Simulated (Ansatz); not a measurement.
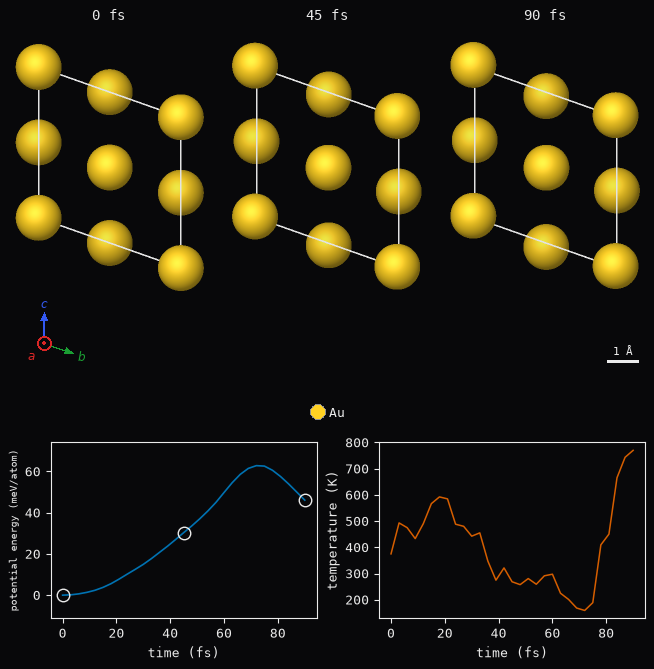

A Born-Oppenheimer molecular dynamics run of a 4-atom cell of Au (set up in Fm-3m), 90 fs long. Frames and the history of the run. The picture is a spheres-only view of the reduced simulation cell, seen along the a axis. Lengths and directions refer to the drawn axes.

Level of theory: DFT, LDA, all-electron LAPW, scalar-relativistic (Ansatz 0.2.0). Settings: plane-wave cutoff 267 eV; k-point mesh 4 × 4 × 8; Fermi-Dirac smearing 0.08 eV; Langevin thermostat (NVT); set temperature 500 K; time step 3 fs.

Input
```yaml
crystal:
  lattice:
    - [0.0, 4.07, 4.07]
    - [4.07, 0.0, 4.07]
    - [2.035, 2.035, 0.0]
  atoms:
    - { symbol: Au, position: [0.0, 0.0, 0.0] }
    - { symbol: Au, position: [0.0, 0.5, 0.0] }
    - { symbol: Au, position: [0.5, 0.0, 0.0] }
    - { symbol: Au, position: [0.5, 0.5, 0.0] }
kpoints:
  mp_grid: { grid: [4, 4, 8] }
scf:
  occupations: { method: fermi_dirac, width: 0.08 }
hamiltonian:
  xc: lda
  pseudopotentials: { kind: all_electron, lapw: { basis_error: 0.001 } }
output:
  forces: true
  stress: true
md:
  timestep: 3.0
  n_steps: 30
  ensemble: nvt_langevin
  temperature: 500
  initial_velocities: maxwell_boltzmann
  seed: 953603
```

Run as
```bash
ansatz run input.yaml --threads 2 --pin off --max-ram 4096MiB --backend cpu --events-out ev --progress --plain --runs-dir out
```

Q: What do the frames and curves show?

A: In the second half of the run the atoms are, in the root-mean-square, this far from where they began (common drift taken out): Au 0.12 Å. The run lasts only 90 fs, too short to tell vibration from diffusion. With so few atoms the kinetic temperature swings widely, between 160 and 770 K; its mean in the second half is 350 K. The potential energy in the second half lies on average 50.3 meV per atom above the first frame. The mean pressure there is 0.7 GPa. The run was cut off by its time limit after 30 steps.
